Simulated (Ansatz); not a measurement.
# Run report: HgSe, field-gradient calculation

The run: field-gradient calculation of HgSe (F-43m, 2 atoms in the cell). Method and program: DFT, PBE, PAW with Ansatz's default frozen-core files, scalar-relativistic, no spin polarisation (Ansatz 0.2.0).

The structure derives from an entry of the Crystallography Open Database. Its volume is 0.98 times that of the source entry. It belongs to a series of runs on one base structure; here: volume scaled by 0.98, PAW files.

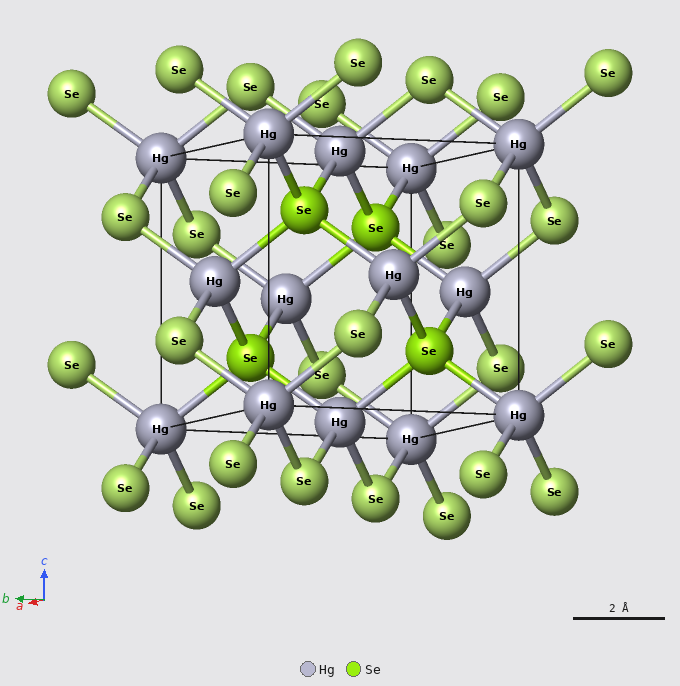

*The input geometry (ball-and-stick view of the cell 4 times as large as that of the calculation, set on its symmetry axes, seen at an oblique angle; neighbours outside the cell are drawn fainter).*

Input file:
```yaml
crystal:
  lattice:
    - [0.0, 3.0156235471, 3.0156235471]
    - [3.0156235471, 0.0, 3.0156235471]
    - [3.0156235471, 3.0156235471, 0.0]
  atoms:
    - { symbol: Hg, position: [0.0, 0.0, 0.0] }
    - { symbol: Se, position: [0.75, 0.75, 0.75] }
kpoints:
  mp_grid: { grid: [9, 9, 9] }
scf:
  occupations: { method: fermi_dirac, width: 0.02 }
hamiltonian:
  xc: pbe
  pseudopotentials: { kind: paw }
output:
  forces: true
  stress: true
  eigenvalues: true
  efg: { contact_densities: true }
  write_density: true
  write_potential: true
  elf: true
  volumetric_format: npy
```

Command:
```bash
ansatz run input.yaml --threads 1 --pin off --max-ram 2048MiB --backend cpu --events-out ev --progress --plain --runs-dir out
```

Output:
```
Hg: output.efg is read without spin–orbit coupling, which moves field gradients at and beside such atoms by some per cent and up to a factor of two; PAW files take it under magnetization.noncollinear and magnetization.spin_orbit
Engine: ansatz 0.2.0, x86_64-unknown-linux-gnu
Pseudopotentials: kind: paw
Pseudopotential: Hg, paw, valence charge 20, recommended cutoff 420 eV (normal), Hg.paw.azcp
Pseudopotential: Se, paw, valence charge 16, recommended cutoff 420 eV (normal), Se.paw.azcp
Functional definition: PBE
  parameter kappa = 0.804
  parameter beta = 0.06672455060314922
  exchange = pbe_x(kappa = kappa, mu = beta*pi^2/3)
  correlation = pbe_c(beta = beta)
Crystal: 2 atoms, lattice volume = 54.848 Å³
Basis set: ecut = 420 eV, 1067 PW (Γ), exchange–correlation on 60×60×60 points (8 copies of the dense FFT grid, shifted against one another)
Bands: 22, of which v1, the nominal top of the filled ones, is band 18 counted from 1 (17 counted from 0)
Symmetry: 24 space group operations
Space group: F-43m (ITA 216), of the structure as read, at distance tolerance 3.8e-5 Å
k-points: 35 of 729 (time reversal used)
Non-local potential: Hg, projectors of the file, l = 0: 3, l = 1: 2, l = 2: 2, l = 3: 1
Non-local potential: Se, projectors of the file, l = 0: 2, l = 1: 2, l = 2: 3, l = 3: 1
PAW form: soft (Blöchl's): semilocal exchange-correlation on the pseudo side does not see the compensation charge
PAW one-centre angular grid: Hg, 590 points (default); XC on 64 Gauss nodes
PAW one-centre angular grid: Se, 590 points (default); XC on 64 Gauss nodes
Initial density: superposition of atomic densities (neutral atoms: chi_scale 0, normalization atom), corrected by the library's trained network
Initial wavefunctions: pseudopotential atomic-orbital guess
Functional: x = pbe(κ = 0.804, μ = 0.2195149727645171), c = pbe(β = 0.06672455060314922)
SCF iter   1: F=—  HF=-19282.844224 eV  |F-HF|=—  |Δ(HF+E_count)|=         —  Δρ=1.23e-3  dr2=1.41e-3  ethr=1.77e-3  ⟨swp⟩=6.1  Hψ=3378  notcnv=0
preconditioner: auto → none  [insulator: Δε(μ)=0.550 eV  Ē_g=11.445 eV  σ=0.020 eV  W_gap=0.67  n_scr=14 (ndim 8)  ℏωp=21.3 eV  f_vac=0.188  D(μ)=0.09/eV (n_scr^D=0)  ε∞_Penn≈4.5]
SCF iter   2: F=—  HF=-19282.845004 eV  |F-HF|=—  |Δ(HF+E_count)|=   7.80e-4  Δρ=4.89e-4  dr2=1.31e-4  ethr=3.91e-6  ⟨swp⟩=2.0  Hψ=1505  notcnv=0
SCF iter   3: F=—  HF=-19282.845057 eV  |F-HF|=—  |Δ(HF+E_count)|=   5.28e-5  Δρ=2.40e-4  dr2=2.99e-5  ethr=3.63e-7  ⟨swp⟩=2.0  Hψ=1263  notcnv=0
SCF iter   4: F=—  HF=-19282.845096 eV  |F-HF|=—  |Δ(HF+E_count)|=   3.92e-5  Δρ=7.05e-5  dr2=2.30e-6  ethr=8.30e-8  ⟨swp⟩=2.0  Hψ=1084  notcnv=0
iter 5 did not close the SCF: its close was put off for the readings that it lacked (scf_convergence_deferred on its scf_iter line)
SCF iter   5: F=-19282.845102 eV  HF=-19282.845101 eV  |F-HF|=1.21e-7  |Δ(HF+E_count)|=   5.52e-6  Δρ=1.06e-5  dr2=4.26e-8  ethr=6.38e-9  ⟨swp⟩=2.0  Hψ=1087  notcnv=0
SCF iter   6: F=-19282.845102 eV  HF=-19282.845102 eV  |F-HF|=1.47e-8  |Δ(HF+E_count)|=   1.36e-7  Δρ=3.45e-6  dr2=4.27e-9  ethr=1.18e-10  ⟨swp⟩=5.6  Hψ=4567  notcnv=0
SCF 1 converged in 6 iterations: F = -19282.845102 eV  dr2 = 4.27e-9
  greatest PAW one-centre occupation: 1.000 electrons in one spin orbital (limit 2), on the Hg atom at site 0 (counted from 0), in its partial waves of l = 0
```

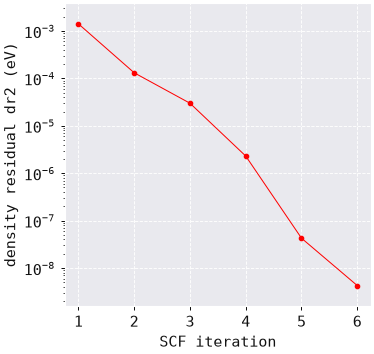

*Convergence of the self-consistent field: density residual dr2 against the SCF iteration.*

The residual falls at every step.

```
SCF converged after 6 iterations
Free energy (F): -19282.845102 eV
Harris-Foulkes:  -19282.845102 eV  (|F-HF|=1.47e-8)
Internal energy: -19282.844993 eV  (E = F + TS)
E sigma→0 (E₀):  -19282.845047 eV
Entropy (-TS):   -0.000109 eV (-0.055 meV/atom)
Fermi energy:    9.308812 eV
--- Per-component energies (eV) ---
  E_band       = -858.753859
  E_kinetic    = 723.102847
  E_local      = -5722.564042  (includes V_loc(G=0)·N_el)
  E_nonlocal   = -522.747609
  E_hartree    = 2622.966787
  E_xc         = -324.937159
  E_vxc        = -360.927029  (∫ρ·V_xc dr)
  E_paw        = -11855.569028  (= ΣΔE_a)
  E_vpaw       = -221.553422  (= ΣTr[D̂ρ^β])
  E_aug_tail   = 0.000346  (compensation charges beyond the density's cutoff)
  E_ewald      = -4203.097135
  E_smearing   = -0.000109  (= −TS)
  E_closure    = -0.000000  (closes the sum)
  Σ components = -19282.845102   (vs F -19282.845102, Δ=0.00e0)
--- Forces (eV/Å), atoms counted from 1 ---
  atom   1  Hg    -0.00000000    -0.00000000    -0.00000000
  atom   2  Se     0.00000000    -0.00000000    -0.00000000
  max |Σ_I F_I| component: 1.91e-17 eV/Å
--- Stress (GPa, compression-positive) ---
        6.299010      -0.000000      -0.000000
        0.000000       6.299010       0.000000
       -0.000000       0.000000       6.299010
  P = ⅓ Tr σ = 6.2990 GPa (62.990 kbar)
--- PAW observables at the nuclei: V_zz in 10²¹ V/m², potentials from the cell's mean, atoms counted from 1 ---
  atom   1  Hg V_zz =    +0.000000   η = 0.0000   by run symmetry: forbidden
            electrostatic potential = -16789.089047 V   contact ρ = 14129206.637922 e/Å³
  atom   2  Se V_zz =    -0.000000   η = 0.0000   by run symmetry: forbidden
            electrostatic potential = -4711.675117 V   contact ρ = 262884.338588 e/Å³
--- Band table (eV; the first three rows and the last of 35) ---
  k-point 0: bands = ["-105.2733", "-53.7453", "-53.7453", "-53.7453", "-38.2917", "-38.2917", "-38.2917", "-38.2879", "-38.2879", "-4.3554", "1.9691", "1.9691", "1.9691", "2.7584", "2.7584", "8.3930", "9.2947", "9.2947", "9.2947", "14.7607", "14.7607", "14.7607"]
  k-point 1: bands = ["-105.2733", "-53.7454", "-53.7453", "-53.7453", "-38.2917", "-38.2917", "-38.2917", "-38.2879", "-38.2879", "-4.2992", "1.9900", "1.9950", "1.9950", "2.7561", "2.7561", "7.5918", "9.1603", "9.1603", "9.8486", "14.4621", "14.9425", "14.9425"]
  k-point 2: bands = ["-105.2733", "-53.7456", "-53.7454", "-53.7454", "-38.2918", "-38.2917", "-38.2917", "-38.2879", "-38.2879", "-4.1531", "2.0563", "2.0563", "2.0920", "2.7582", "2.7582", "6.3215", "8.8429", "8.8429", "10.3269", "14.5170", "15.3069", "15.3069"]
  k-point 34: bands = ["-105.2733", "-53.7457", "-53.7457", "-53.7455", "-38.2919", "-38.2918", "-38.2917", "-38.2879", "-38.2878", "-3.6896", "2.2656", "2.3652", "2.6403", "2.7383", "3.3172", "3.9603", "6.3941", "6.9566", "12.8811", "14.2704", "15.4000", "17.1418"]
```

File v_z.tsv:
```
# z_ang	v_es[eV]	v_tot[eV]
# format = ansatz-planar-average/11
# xc	pbe
# density_cutoff_ev	1680
# datasets	Hg=:simpson_from_first_knot:soft	Se=:simpson_from_first_knot:soft
# lattice	0.000000000	3.015623547	3.015623547
# lattice	3.015623547	0.000000000	3.015623547
# lattice	3.015623547	3.015623547	0.000000000
# sites	2
# site	80	0.000000000	0.000000000	0.000000000
# site	34	4.523435321	4.523435321	4.523435321
0.000000	1.614096e0	-1.030320e1
0.142158	2.493838e0	-9.012321e0
0.284316	3.365949e0	-7.614854e0
0.426474	4.332016e0	-6.017782e0
0.568631	5.492426e0	-4.143122e0
0.710789	6.854541e0	-2.017794e0
0.852947	8.343969e0	2.524837e-1
0.995105	9.789502e0	2.436915e0
1.137263	1.097806e1	4.275633e0
1.279421	1.177932e1	5.567164e0
1.421579	1.224630e1	6.270194e0
1.563736	1.248984e1	6.552411e0
1.705894	1.253702e1	6.538881e0
1.848052	1.238004e1	6.180022e0
1.990210	1.194936e1	5.393106e0
2.132368	1.117839e1	4.172702e0
2.274526	1.020841e1	2.687994e0
2.416684	9.292751e0	1.221148e0
2.558841	8.558260e0	-8.712419e-2
2.700999	7.966325e0	-1.279655e0
2.843157	7.415701e0	-2.427883e0
2.985315	6.799890e0	-3.615504e0
3.127473	5.961358e0	-4.985075e0
3.269631	4.818362e0	-6.589643e0
3.411789	3.492852e0	-8.290200e0
3.553946	2.212434e0	-9.846549e0
3.696104	1.186314e0	-1.104971e1
3.838262	5.642761e-1	-1.175953e1
3.980420	4.471988e-1	-1.186690e1
4.122578	8.469535e-1	-1.134017e1
```

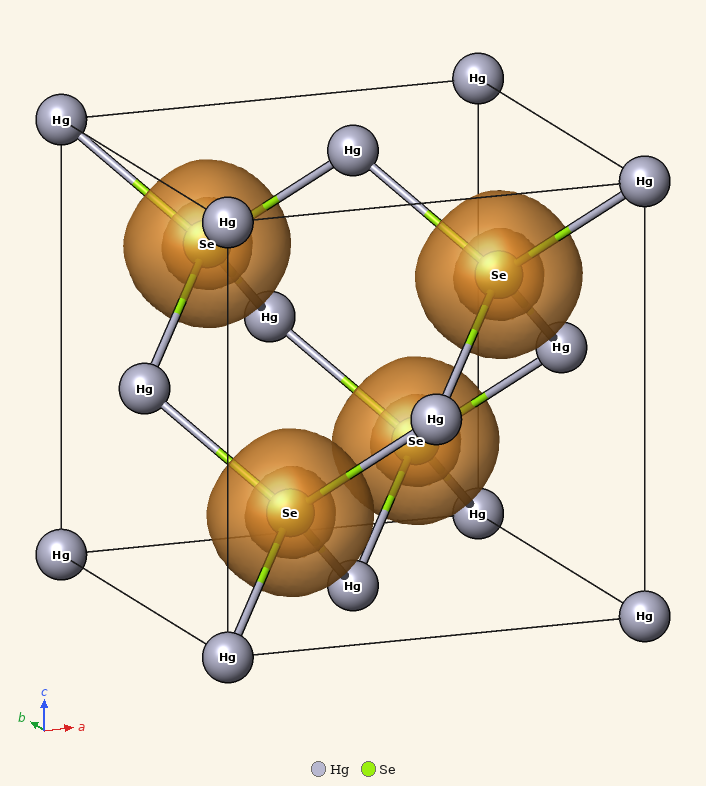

*Isosurface of the ELF at 0.7 (orange), seen slightly off an axis. Core shells and regions of very low density are left out. Sticks mark near contacts. The outline is the cell set on symmetry axes.*

Profiles from the grid: Hg–Se (2.61 Å): the ELF peaks at about 0.80 in the valence shell of Se, 0.8 Å from its nucleus, and drops to about 0.25 between the two atoms. Core electrons are frozen (PAW), so the fields are smoothed inside the atomic spheres.

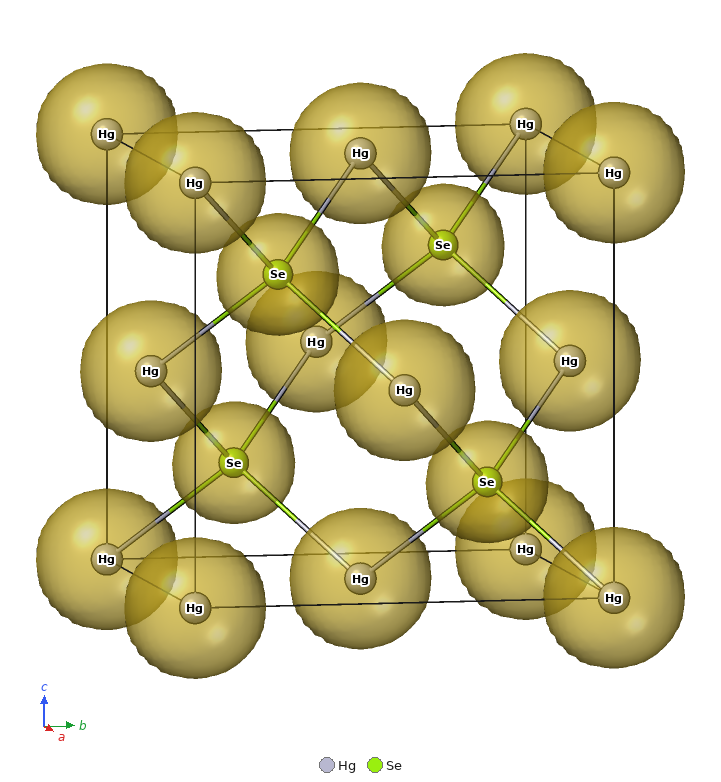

*Isosurface of the valence electron density at 0.8 e/Å³ (yellow), seen slightly off an axis. Sticks mark near contacts. The outline is the cell set on symmetry axes.*

At this value the density breaks into separate islands; it holds about 75 % of the electrons treated as valence (semicore included). It is pinched off along the Hg–Se (2.61 Å) contacts. On the grid the lowest density along these lines, outside the cores, is 0.44 e/Å³ (Hg–Se, 2.61 Å).

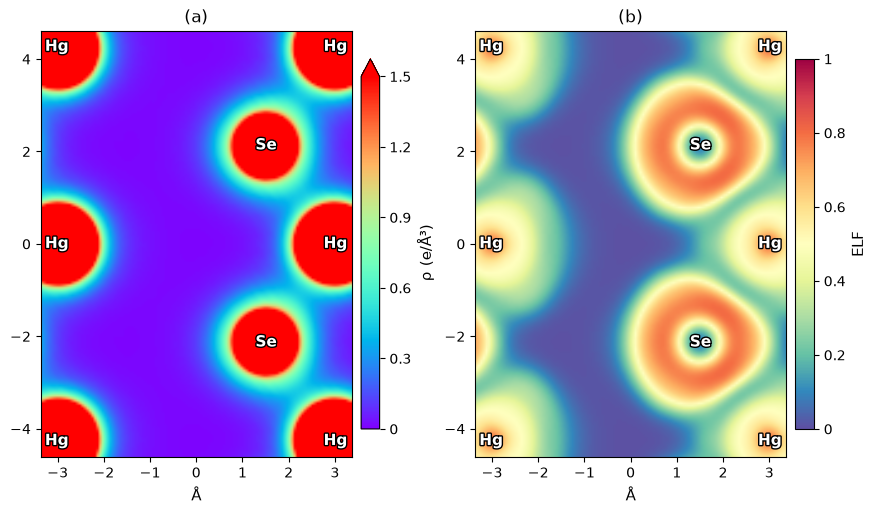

*(a) valence charge density (pseudo); (b) electron localisation function on the (011) plane of the conventional cell.*

The plane passes through Hg and Se nuclei. Hg–Se (2.61 Å): ρ is about 0.44 e/Å³ halfway; the ELF peaks at about 0.80 in the valence shell of Se, 0.8 Å from its nucleus, and drops to about 0.20 between the two atoms. Away from the nuclei the density in this plane falls to 0.008 e/Å³ at its lowest. The strong features right at Hg lie inside the PAW spheres (semicore, d or f shells) and say nothing about bonding.

Key numbers:

```csv
quantity,value
outcome,converged
space group (tolerance 0.01 Å),F-43m (216)
electrons treated,36
free energy,−19282.8451 eV
Fermi energy,9.309 eV
pressure,6.30 GPa
field gradient V_zz (10²¹ V/m²),zero at all sites
largest force (length of the vector),under 0.001 eV/Å
hardware,"1 thread of an x86-64 CPU, shared host"
wall time,7.3 s
peak memory,0.48 GiB
```

Remarks:

Warnings of the run: the field gradients leave out spin–orbit coupling. Spin–orbit coupling is left out, which matters for Hg. The cell is under a pressure of 6.3 GPa at this level, so it is not at its equilibrium volume.
